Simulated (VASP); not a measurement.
System: wurtzite GaN, space group P6_3mc, 4 atoms in the cell.

```xyz
4
Lattice="3.1801 0.0000 0.0000 -1.5900 2.7540 0.0000 0.0000 0.0000 5.1831" Properties=species:S:1:pos:R:3 pbc="T T T"
Ga    0.0000    1.8360    0.0088
Ga    1.5900    0.9180    2.6004
N     0.0000    1.8360    1.9608
N     1.5900    0.9180    4.5524
```

Computed with VASP: PBEsol, VASP PAW PBE potentials, release 64 (Ga_d, N), no spin polarisation, no spin-orbit coupling, 12×12×5 k mesh, 520 eV cutoff.

Predict the main features of the density of states.

There is a gap; over the k points computed it is 1.91 eV (direct to within 0.02 eV). Within the window shown, the tallest peak of the filled states lies 1.5 eV under the valence-band top, at about 3.3 states per eV and cell.

The PAW data sets were made with another functional. LDA, GGA and most meta-GGA functionals understate gaps.

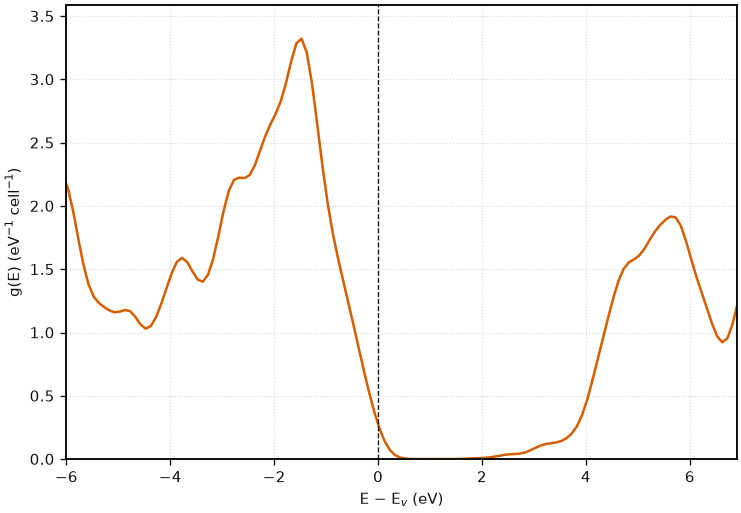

Density of states. Energies are counted from the top of the valence band. The DOS curve is built from the levels of the k mesh with Gaussians 0.55 eV wide, which also blur the band edges; ripples of that width can come from the mesh.
